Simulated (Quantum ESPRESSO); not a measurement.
## Energy of Ge along an even scaling of the cell

System: Ge (Fd-3m, 2 atoms in the cell).
Method: Kohn-Sham DFT of a periodic cell, B86bPBE, PseudoDojo 0.4.1 SR PBE standard, no spin polarisation (Quantum ESPRESSO 7.5).

The 7 runs differ only in the geometry, by an even scaling of the cell at fixed fractional positions. The structure derives from an entry of the Crystallography Open Database.

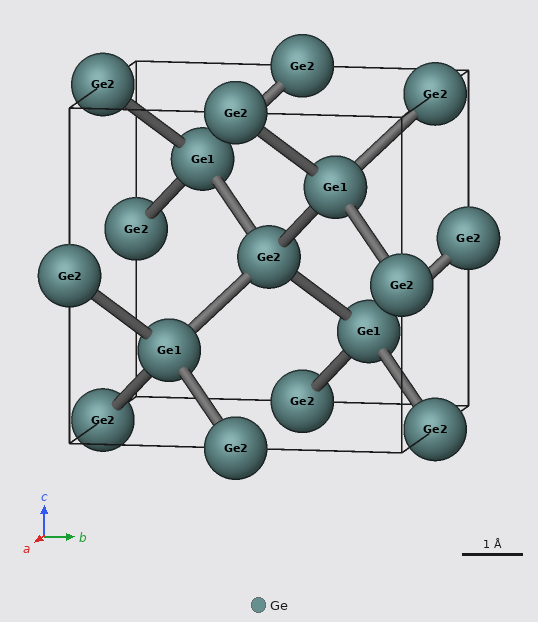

Figure 1. The structure of run 4 (ball-and-stick view of the cell 4 times as large as that of the calculation, set on its symmetry axes, seen slightly off an axis; atoms are numbered from 1 in the order of the input). An atom can appear more than once, as a periodic image.

### Input of run 4
```
&CONTROL
  calculation = 'scf'
  prefix = 'pwscf'
  outdir = './tmp'
  pseudo_dir = './pseudo'
  tprnfor = .true.
  tstress = .true.
  disk_io = 'nowf'
/
&SYSTEM
  ibrav = 0
  nat = 2
  ntyp = 1
  ecutwfc = 78
  nbnd = 21
  input_dft = 'b86bpbe'
  occupations = 'smearing'
  smearing = 'fd'
  degauss = 0.00367493
/
&ELECTRONS
  conv_thr = 4d-10
  electron_maxstep = 120
  mixing_beta = 0.5
/
ATOMIC_SPECIES
Ge    72.6300 Ge.upf
CELL_PARAMETERS angstrom
   0.0000000000    2.8289100000    2.8289100000
   2.8289100000    0.0000000000    2.8289100000
   2.8289100000    2.8289100000    0.0000000000
ATOMIC_POSITIONS crystal
Ge     0.7500000000    0.7500000000    0.7500000000
Ge     0.5000000000    0.5000000000    0.5000000000
K_POINTS automatic
8 8 8 0 0 0
```

Command:
```bash
OMP_NUM_THREADS=1 pw.x -in pw.in > pw.out
```

Lattice vectors (Å) and fractional positions of run 4:
```
   0.000000    2.828910    2.828910
   2.828910    0.000000    2.828910
   2.828910    2.828910    0.000000
Ge  0.750000  0.750000  0.750000
Ge  0.500000  0.500000  0.500000
```

Run 2 differs from it as follows:
```diff
-   0.0000000000    2.8289100000    2.8289100000
-   2.8289100000    0.0000000000    2.8289100000
-   2.8289100000    2.8289100000    0.0000000000
+   0.0000000000    2.7906767997    2.7906767997
+   2.7906767997    0.0000000000    2.7906767997
+   2.7906767997    2.7906767997    0.0000000000
```

### Results, with one run withheld

```tsv
run	volume per atom (Å³)	free energy per atom, from the lowest run given (meV)	pressure (GPa)	gap on the mesh (eV)
1	21.281	75.75	9.63	0.38
2	21.733	?	?	?
3	22.186	32.47	5.77	0.19
4	22.639	18.36	4.19	0.00
5	23.092	8.47	2.76	0.00
6	23.545	2.48	1.44	0.00
7	23.997	0.00	0.27	0.00
```

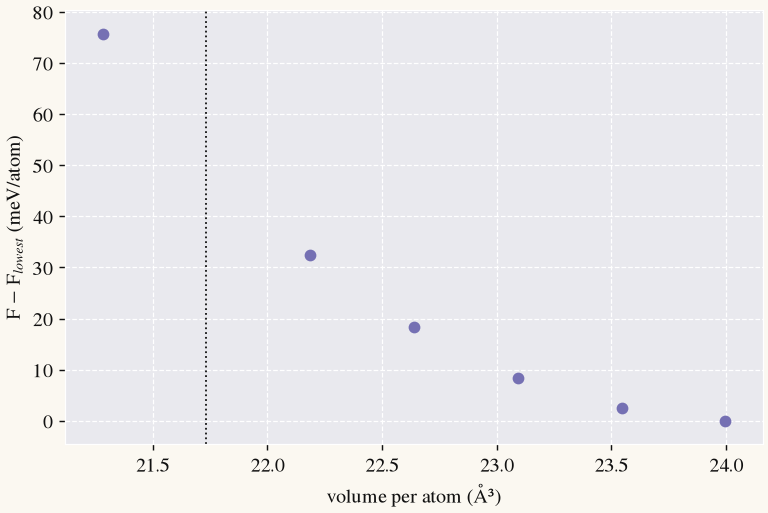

Figure 2. Free energy per atom of the runs given; the dotted line marks run 2.

Fit the runs given and predict run 2.

A cubic polynomial in V^(−2/3) (the Birch–Murnaghan form), fitted to the 6 runs given, misses them by at most 0.03 meV per atom. With x = V^(−2/3) − 0.12451 Å⁻², it reads F = 15.266 + 6528.5 x + 7.0114e+05 x² + 1.9828e+06 x³ (meV per atom). At run 2 it gives 51.47 meV per atom, and the run itself gives 51.38. The slope of the fit gives a pressure −dF/dV of 7.63 GPa there, and the run prints 7.59 GPa. The fit has no minimum inside this range. The gap on the mesh lies between 0.00 eV (run 4) and 0.38 eV (run 1); run 2 has 0.31 eV. These are gaps of this functional on this mesh, which can miss the band edges; they aren't the measured gap.

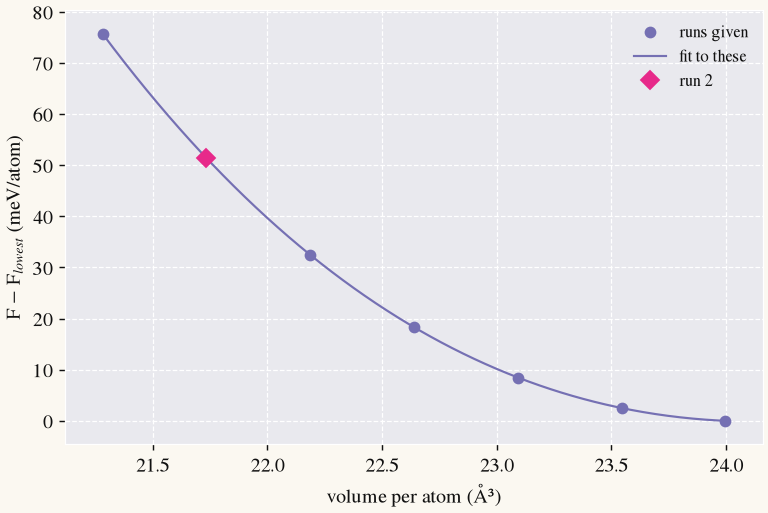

Figure 3. The fit and the withheld run.

### Some lines of the output (run 2)
```
[...]
     unit-cell volume          =     293.3291 (a.u.)^3
     number of k points=    29  Fermi-Dirac smearing, width (Ry)=  0.0037
     total energy              =    -357.54091722 Ry
     total energy              =    -357.54052457 Ry
     total energy              =    -357.54090252 Ry
     total energy              =    -357.54091643 Ry
     total energy              =    -357.54091641 Ry
     total energy              =    -357.54091658 Ry
     total energy              =    -357.54091659 Ry
     the Fermi energy is    10.2873 ev
!    total energy              =    -357.54091659 Ry
     The total energy is F=E-TS. E is the sum of the following terms:
     Computing stress (Cartesian axis) and pressure
          total   stress  (Ry/bohr**3)                   (kbar)     P=       75.88
```

Notes: Further notes kept with the run: potentials made for another functional. Points of doubt noted for this run: potentials made for another functional.
